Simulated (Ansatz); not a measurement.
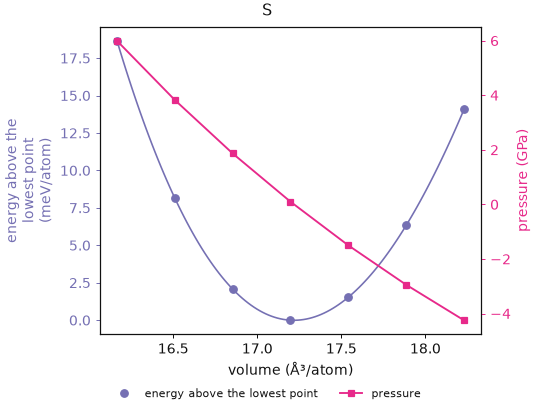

Plotted: energy above the lowest point and pressure against volume for S, space group Pm-3m (No. 221) (one of a set of cubic test structures, which need not be the stable phase).

Method: equation of state of a cubic crystal from periodic Kohn-Sham density functional theory without spin, third-order Birch-Murnaghan fit to the free energies; pressure corrected for the finite basis (Ansatz 0.2.0 development build). Level: PBE.

```csv
setting,value
structure type,simple cubic
atoms in cell,1
space group number,221
lattice centring,simple cubic
k mesh,42×42×42
occupation method,Fermi–Dirac
occupation width,0.06123 eV
wave cutoff,420 eV
datasets,soft-1 PAW
density tolerance,1e-07 eV
bands,7
density cutoff ratio,4
search for lower states,default
```

The numbers behind the figure:

```tsv
volume (Å³/atom)	energy above the lowest point (meV/atom)	pressure (GPa)
16.17	18.7	6.0
16.51	8.2	3.8
16.85	2.1	1.9
17.20	0.0	0.1
17.54	1.5	-1.5
17.89	6.3	-2.9
18.23	14.1	-4.2
```

Keep in mind: cubic model structure, not the ambient form.
